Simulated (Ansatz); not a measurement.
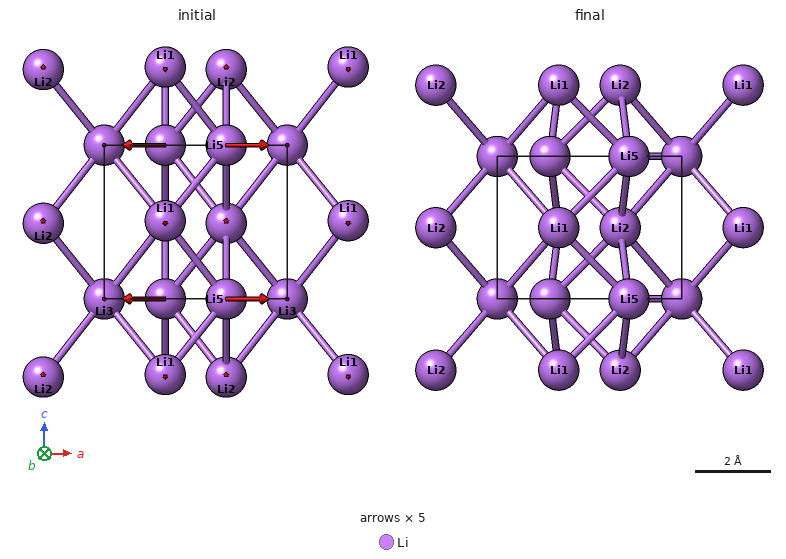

The structure of a crystal of Li (built on the random type) (coarse preliminary run) before (left) and after (right) a relaxation, at one scale. The red arrows give the displacements (the part carried along by the change of the cell is left out), magnified 5 times.

The picture is a ball-and-stick view of the cell of the calculation, seen along the b axis.

Case: random cell with space group P321 (No. 150).

Method: Ansatz 0.2.0, DFT PBE, scalar-relativistic, plane waves, PAW.

Input
```yaml
crystal:
  lattice:
    - [5.6510002155, 0.0, 0.0]
    - [-2.8255001078, 4.8939097434, 0.0]
    - [0.0, 0.0, 4.1133609456]
  atoms:
    - { symbol: Li, position: [0.3333333333, 0.6666666667, 0.50819] }
    - { symbol: Li, position: [0.6666666667, 0.3333333333, 0.49181] }
    - { symbol: Li, position: [0.0, 0.666665, 0.0] }
    - { symbol: Li, position: [0.333335, 0.333335, 0.0] }
    - { symbol: Li, position: [0.666665, 0.0, 0.0] }
basis:
  ecutwfc: 420
kpoints:
  mp_grid: { grid: [6, 6, 4] }
hamiltonian:
  xc: pbe
scf:
  occupations: { method: gaussian, width: 0.1 }
  lower_state_search: "off"
output:
  forces: true
  stress: true
  eigenvalues: true
relax:
  adjacent_minimum: "off"
  f_tol: 0.04
  max_steps: 70
  cell: { stress_tol: 0.4 }
```

Question: Describe what moved and what it gained.

Answer: The largest moves relative to the cell, 0.27 Å, are those of Li3, Li4 and Li5. Li5 goes along +a. The volume changes by −5.8 %, with a = b 5.651 → 5.697 Å (+0.8 %), c 4.113 → 3.812 Å (−7.3 %). Among the contacts that change: Li3–Li4 3.263 → 2.819 Å, Li1–Li3 2.764 → 2.797 Å, Li1–Li3 (another image) 2.814 → 2.799 Å. Among the angles between lasting bonds that change: Li1–Li3–Li2 140.9° → 128.3°, Li1–Li3–Li2 140.2° → 128.2°, Li3–Li1–Li3 95.0° → 85.9°. The space group (tolerance 0.01 Å) goes from P321 (No. 150) to P-62m (No. 189). Over 3 accepted moves (4 points after the start) the energy falls by 29.0 meV per atom. Largest force component: 0.37 eV/Å at the start, 0.014 eV/Å at the end. Pressure: 0.09 GPa at the start and −0.09 GPa at the end. The SCF was repeated once at an unchanged geometry on a basis and grid sized afresh for the cell, which shifted the energy by less than 0.05 meV per atom at most. The run took of the order of 10 core-seconds on a shared host.

Limits of the set-up: the k-point mesh is coarse for a cell with partly filled bands.
